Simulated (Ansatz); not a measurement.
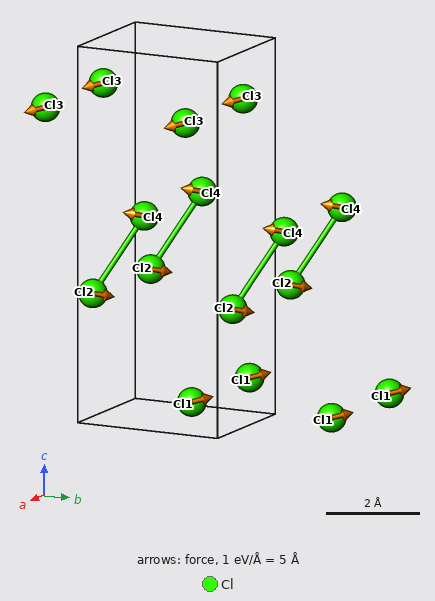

Starting geometry of solid Cl (set up in Cmce) with the computed forces as orange arrows. A ball-and-stick model of the cell of the calculation, repeated 2 × 2 × 1 with one cell outlined, seen slightly off an axis.

These are results of DFT PBE+D3(BJ), scalar-relativistic, plane waves, PAW (Ansatz), not measurements.

Input file:
```yaml
crystal:
  lattice:
    - [3.12, -2.24, 0.0]
    - [3.12, 2.24, 0.0]
    - [0.0, 0.0, 8.26]
  atoms:
    - { symbol: Cl, position: [0.13, 0.87, 0.1] }
    - { symbol: Cl, position: [0.63, 0.37, 0.4] }
    - { symbol: Cl, position: [0.87, 0.13, 0.9] }
    - { symbol: Cl, position: [0.37, 0.63, 0.6] }
basis:
  ecutwfc: 420
kpoints:
  mp_grid: { grid: [8, 8, 4] }
hamiltonian:
  xc: pbe
  dispersion: d3bj
scf:
  occupations: { method: gaussian, width: 0.02 }
output:
  forces: true
  stress: true
  eigenvalues: true
  write_density: true
  write_potential: true
  elf: true
  volumetric_format: npy
relax:
  adjacent_minimum: "off"
  f_tol: 0.005
  max_steps: 80
  cell: { stress_tol: 0.05 }
```

Launched with:
```bash
ansatz run input.yaml --threads 1 --pin off --max-ram 2560MiB --backend cpu --events-out ev --progress --plain --runs-dir out
```

Question: Is this structure relaxed? If not, where do the atoms go?

Answer: It isn't relaxed: the largest force vector, on Cl atoms, is 0.10 eV/Å. The final displacements follow the starting forces only in part (cosine between the two patterns 0.48). The energy falls by 54.4 meV per cell of the calculation in 7 accepted moves (10 points after the start). Largest force component: 0.1 eV/Å at the start, 0.0019 eV/Å at the end. Pressure: −0.51 GPa at the start and 0.00 GPa at the end. The line search rejected the trial steps at points 5, 8 of the run. The SCF was repeated once at an unchanged geometry on a basis and grid sized afresh for the cell, which shifted the energy by 0.1 meV per cell of the calculation at most. The largest moves relative to the cell, 0.075 Å, are those of Cl1, Cl2, Cl3 and Cl4. Cl4 goes along [1 −1 2]. The drawn cell changes as follows: a = b 3.841 → 3.873 Å (+0.8 %), c 8.260 → 8.092 Å (−2.0 %), γ 71.4° → 63.4°; the volume changes by −6.0 %. Near-neighbour distances that change, for instance: Cl1–Cl3 2.021 → 2.033 Å. The space group stays Cmce (No. 64). The run took 74 s on 1 thread of Intel(R) Xeon(R) Platinum 8259CL CPU @ 2.50GHz (Skylake/Cascade Lake) (shared host), peak memory 0.48 GiB.
